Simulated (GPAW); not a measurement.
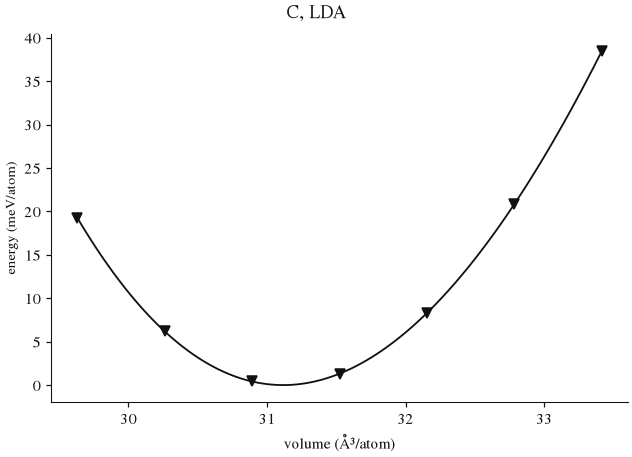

Plotted: energy against volume for C, space group P-3m1 (No. 164).

Cell as given: a = 2.456 Å, b = 2.456 Å, c = 24.134 Å, α = 90.00°, β = 90.00°, γ = 120.00°; 4 atoms.

Computed with GPAW 26.7.0: PAW DFT in plane waves, on a grid or in atomic orbitals, no spin polarisation; energies at scaled volumes of the given cell, shape and fractions fixed, counted from the fit's minimum, third-order Birch-Murnaghan fit. Level: LDA.

- k mesh: 10×10×1
- occupations: Fermi–Dirac
- smearing width: 0.05 eV
- potentials: GPAW PAW data sets (gpaw data 1.2.1)
- wave cutoff: 800 eV
- program settings: basis pw

### What equilibrium volume and bulk modulus follow from the curve?

A third-order Birch–Murnaghan fit gives V0 = 31.12 Å³/atom, B0 = 80.9 GPa and B′ = 3.5.

Limits of the calculation: shape and atomic fractions are frozen while scaling, which makes layered, chain and framework solids too stiff.
